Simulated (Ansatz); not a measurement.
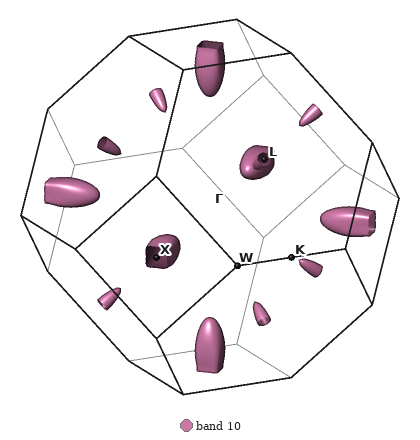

Constant-energy surfaces of GaP (space group F-43m, No. 216), 0.15 eV above the conduction-band minimum (one colour a band).

The calculation used DFT PBE, scalar-relativistic, plane waves, PAW; levels and slopes on a dense k mesh at the converged density (Ansatz). No spin polarisation. The levels come from a k mesh of 34×34×34 points. Unrelaxed database geometry.

Masses come from a second pass at points close to the extrema; at the energies drawn a band may no longer be parabolic.

Question: Describe the band extrema that these surfaces surround.

Answer: Band 10 forms the conduction edge. The surfaces also take in X, where this band lies 0.06 eV above its edge, so they needn't be separate pockets. Within this energy: six equivalent minima on the Γ–X line, principal masses 0.23, 0.23 and 1.05 mₑ; four equivalent minima at L, 0.08 eV above the edge, principal masses 0.14, 0.14 and 1.82 mₑ. Further from the edge, not drawn: one minimum at Γ, 0.24 eV above the edge, mass 0.11 mₑ in all directions.

Where one band's surface lies inside another's, the outer one hides all or part of it.

Spin-orbit coupling, left out here, can split bands that meet at an edge and change their masses.

Cost: 42 s on 1 thread of Arm Neoverse V2, with other jobs on the host, peak memory 0.55 GiB.
